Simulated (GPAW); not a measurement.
# free-standing square V monolayer, spacing 2.841 A: a ladder in all numerical settings together, part 2 of 2

Aim: see how far moments and order energies of free-standing square V monolayer, spacing 2.841 A move with all numerical settings together, and what each rung costs.

GPAW 26.7.0; revPBE; plane waves with GPAW's PAW setups, scalar-relativistic.

So far, largest spin moment in the augmentation sphere (μB): step 2 (rung 1 (280 eV, mesh 4×4×1), start ferro +) 2.44; step 3 (rung 1 (280 eV, mesh 4×2×1), start antiferro q=(0,1/2,0) +-) 2.65; step 4 (rung 2 (380 eV, mesh 6×6×1), start ferro +) 2.51; step 5 (rung 2 (380 eV, mesh 6×3×1), start antiferro q=(0,1/2,0) +-) 2.63; step 6 (rung 3 (500 eV, mesh 8×8×1), start ferro +) 2.41.

## (7) Rung 3 (500 eV, mesh 8×4×1), start antiferro q=(0,1/2,0) +-

Contents of order2.py:

```python
import json
import numpy as np
from ase import Atoms
from ase.parallel import paropen, parprint
from gpaw import GPAW

atoms = Atoms(['V', 'V'],
    cell=[[2.841, 0.0, 0.0],
         [0.0, 5.682, 0.0],
         [0.0, 0.0, 14.0]],
    scaled_positions=[[0.0, 0.0, 0.5],
         [0.0, 0.5, 0.5]],
    pbc=True,
    magmoms=[1.5, -1.5])
atoms.calc = GPAW(mode={'name': 'pw', 'ecut': 500},
    xc='revPBE',
    kpts={'size': (8, 4, 1), 'gamma': True},
    occupations={'name': 'marzari-vanderbilt', 'width': 0.1},
    convergence={'density': 1e-05, 'energy': 1e-05},
    maxiter=200,
    symmetry={'tolerance': 1e-4},
    txt='order2.txt')
e = atoms.get_potential_energy(force_consistent=True)
res = {'free_energy': e, 'energy_sigma0': atoms.get_potential_energy(), 'fermi_energy': atoms.calc.get_fermi_level()}
res['moments'] = atoms.get_magnetic_moments().tolist()
res['total'] = atoms.get_magnetic_moment()
parprint('site moments (muB):', np.round(res['moments'], 3))
parprint(f"total moment: {res['total']:.3f} muB")
parprint(f'free energy: {e:.6f} eV')
atoms.calc.write('order2.gpw')
with paropen('results.json', 'w') as f:
    json.dump(res, f)
```

On the command line:

```console
OMP_NUM_THREADS=1 python3 order2.py > order2.log
```

Numbers of over 12 decimals in the logs are rounded to 6 here.

The program printed:

```text
site moments (muB): [ 2.605 -2.605]
total moment: -0.000 muB
free energy: -11.083794 eV

--- order2.txt ---
Input parameters:
  mode=PW(ecut=500),
  convergence={'density': 1e-05, 'energy': 1e-05},
  kpts=MonkhorstPack(size=(8, 4, 1), gamma=True),
  maxiter=200,
  occupations=Occupations(name='marzari-vanderbilt', width=0.1),
  symmetry=Symmetry(tolerance=0.0001),
  xc=XC(name='revPBE')

Diagonalizing LCAO Hamiltonian
[...]
|          6 |       -38.177 |     1.000 |       -38.177 |     1.000 |
|          7 |       -38.058 |     1.000 |       -38.058 |     1.000 |
[...]
|         16 |        -1.090 |     0.000 |        -1.090 |     0.000 |
|         17 |        -0.224 |     0.000 |        -0.224 |     0.000 |
|         18 |         0.540 |     0.000 |         0.540 |     0.000 |
|         19 |         1.037 |     0.000 |         1.037 |     0.000 |

No gap
No difference between direct/indirect transitions


[key lines of the parts left out:]
Free energy:     -11.083794
Converged in 17 steps
dipole moment: (-13.371472, -13.371472, 0.000000)  # |e|*Ang
Fermi level: -2.182
```

It took 41 s on 1 MPI rank of Intel Xeon 6975P-C (Granite Rapids), shared host; peak memory 0.28 GiB.

This step gave:

```
magnetization  : 0 μB
final state    : antiferromagnetic
largest moment : 2.605 μB
```

This start lies -44.4 meV a seeded atom from the first, a change of +44.3 meV since rung 2; its largest moment is 2.61 μB.

## (8) Rung 4 (700 eV, mesh 12×12×1), start ferro +

Contents of order1.py:

```python
import json
import numpy as np
from ase import Atoms
from ase.parallel import paropen, parprint
from gpaw import GPAW

atoms = Atoms(['V'],
    cell=[[2.841, 0.0, 0.0],
         [0.0, 2.841, 0.0],
         [0.0, 0.0, 14.0]],
    scaled_positions=[[0.0, 0.0, 0.5]],
    pbc=True,
    magmoms=[1.5])
atoms.calc = GPAW(mode={'name': 'pw', 'ecut': 700},
    xc='revPBE',
    kpts={'size': (12, 12, 1), 'gamma': True},
    occupations={'name': 'marzari-vanderbilt', 'width': 0.05},
    convergence={'density': 1e-05, 'energy': 1e-05},
    maxiter=200,
    symmetry={'tolerance': 1e-4},
    txt='order1.txt')
e = atoms.get_potential_energy(force_consistent=True)
res = {'free_energy': e, 'energy_sigma0': atoms.get_potential_energy(), 'fermi_energy': atoms.calc.get_fermi_level()}
res['moments'] = atoms.get_magnetic_moments().tolist()
res['total'] = atoms.get_magnetic_moment()
parprint('site moments (muB):', np.round(res['moments'], 3))
parprint(f"total moment: {res['total']:.3f} muB")
parprint(f'free energy: {e:.6f} eV')
atoms.calc.write('order1.gpw')
with paropen('results.json', 'w') as f:
    json.dump(res, f)
```

On the command line:

```console
OMP_NUM_THREADS=1 python3 order1.py > order1.log
```

The program printed:

```text
site moments (muB): [2.413]
total moment: 3.182 muB
free energy: -5.474779 eV

--- order1.txt ---
Input parameters:
  mode=PW(ecut=700),
  convergence={'density': 1e-05, 'energy': 1e-05},
  kpts=MonkhorstPack(size=(12, 12, 1), gamma=True),
  maxiter=200,
  occupations=Occupations(name='marzari-vanderbilt', width=0.05),
  symmetry=Symmetry(tolerance=0.0001),
  xc=XC(name='revPBE')

Diagonalizing LCAO Hamiltonian
[...]
|          3 |       -41.109 |     1.000 |       -38.503 |     1.000 |
|          4 |        -6.591 |     1.000 |        -5.360 |     1.000 |
[...]
|          9 |        -1.754 |     0.000 |         0.717 |     0.000 |
|         10 |        -0.929 |     0.000 |         0.717 |     0.000 |
|         11 |         1.316 |     0.000 |         1.755 |     0.000 |
|         12 |         2.280 |     0.000 |         2.767 |     0.000 |

No gap
No difference between direct/indirect transitions


[key lines of the parts left out:]
Free energy:      -5.474779
Converged in 16 steps
dipole moment: (-6.710661, -6.710661, 0.000000)  # |e|*Ang
Fermi level: -2.284
```

The job ended after 39 s (1 MPI rank; peak memory 0.28 GiB).

Numbers from this step:

* magnetization: 3.182 μB
* final state: ferromagnetic
* largest moment: 2.413 μB

The largest moment is that of rung 3, at 3.2 times its CPU time.

## (9) Rung 4 (700 eV, mesh 12×6×1), start antiferro q=(0,1/2,0) +-

order2.py is the script of step 7 with these lines changed:

```diff
@@ -14,6 +14,6 @@
     magmoms=[1.5, -1.5])
-atoms.calc = GPAW(mode={'name': 'pw', 'ecut': 500},
+atoms.calc = GPAW(mode={'name': 'pw', 'ecut': 700},
     xc='revPBE',
-    kpts={'size': (8, 4, 1), 'gamma': True},
-    occupations={'name': 'marzari-vanderbilt', 'width': 0.1},
+    kpts={'size': (12, 6, 1), 'gamma': True},
+    occupations={'name': 'marzari-vanderbilt', 'width': 0.05},
     convergence={'density': 1e-05, 'energy': 1e-05},
```

On the command line:

```console
OMP_NUM_THREADS=1 python3 order2.py > order2.log
```

The program printed:

```text
site moments (muB): [ 2.641 -2.641]
total moment: -0.000 muB
free energy: -11.139708 eV

--- order2.txt ---
Input parameters:
  mode=PW(ecut=700),
  convergence={'density': 1e-05, 'energy': 1e-05},
  kpts=MonkhorstPack(size=(12, 6, 1), gamma=True),
  maxiter=200,
  occupations=Occupations(name='marzari-vanderbilt', width=0.05),
  symmetry=Symmetry(tolerance=0.0001),
  xc=XC(name='revPBE')

[...]
|          6 |       -38.139 |     1.000 |       -38.139 |     1.000 |
|          7 |       -38.023 |     1.000 |       -38.023 |     1.000 |
[...]
|         16 |        -1.098 |     0.000 |        -1.098 |     0.000 |
|         17 |        -0.221 |     0.000 |        -0.221 |     0.000 |
|         18 |         0.559 |     0.000 |         0.559 |     0.000 |
|         19 |         1.112 |     0.000 |         1.112 |     0.000 |

No gap
No difference between direct/indirect transitions


[key lines of the parts left out:]
Free energy:     -11.139708
Converged in 18 steps
dipole moment: (-13.360430, -13.360431, 0.000000)  # |e|*Ang
Fermi level: -2.168
```

Elapsed: 2.3 min, on 1 MPI rank; peak memory 0.5 GiB.

Numbers from this step:

- magnetization: 0 μB
- final state: antiferromagnetic
- largest moment: 2.641 μB

This start lies -95.1 meV a seeded atom from the first, a change of -50.7 meV since rung 3; its largest moment is 2.64 μB.

## (10) Side by side

Ladder, by row:

| rung | cutoff (eV) | mesh | smearing (eV) | state from the first start | state from the second start | second less first (meV a seeded atom) | moment, first (μB) | moment, second (μB) | CPU time (s) |
| --- | --- | --- | --- | --- | --- | --- | --- | --- | --- |
| 1 | 280 | 4x4x1 | 0.2 | ferromagnetic | antiferromagnetic | -119.6 | 2.439 | 2.646 | 14.39 |
| 2 | 380 | 6x6x1 | 0.15 | ferromagnetic | antiferromagnetic | -88.69 | 2.511 | 2.631 | 57.12 |
| 3 | 500 | 8x8x1 | 0.1 | ferromagnetic | antiferromagnetic | -44.35 | 2.41 | 2.605 | 52.73 |
| 4 | 700 | 12x12x1 | 0.05 | ferromagnetic | antiferromagnetic | -95.08 | 2.413 | 2.641 | 175.7 |

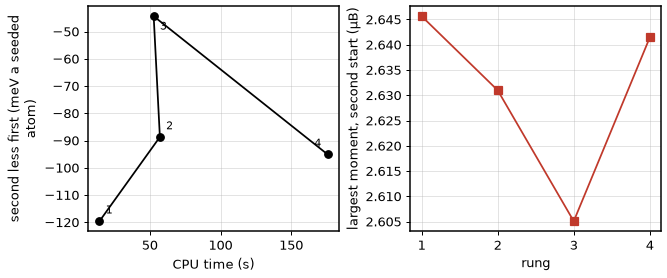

Result against cost, rungs numbered as in the table, and the moment by rung.

## (11) What came out

```json
{
 "range of the moment in the table, second start": "2.61 to 2.65 μB",
 "range of CPU time": "14 s to 2.9 min",
 "range of the energy difference": "-120 to -44.4 meV a seeded atom"
}
```

In words: Only the last rung can serve as the reference, and the rung before it is still 51 meV away, so convergence is not shown. The second start ends lower on every rung of the table; whether functional and cell give the true order is another question. The largest step comes last, so convergence is not shown. The smearing is not Fermi–Dirac, so its width is no temperature.

[Logs and program files are shortened in this print: banners, set-up blocks, solver, clock and traceback lines can be left out without a mark of their own.]

[Logs are printed without paths, hosts, clocks, repeated set-up lines and the standing remarks that a program may print on its own settings, such as how far it seeks lower states.]

[Hosts, paths, dates, database ids (printed as entryN), source tags and the programs' standing remarks are cut or masked in the printed files.]

[Where a cell is said to come from a database of computed structures, the database is the Materials Project.]
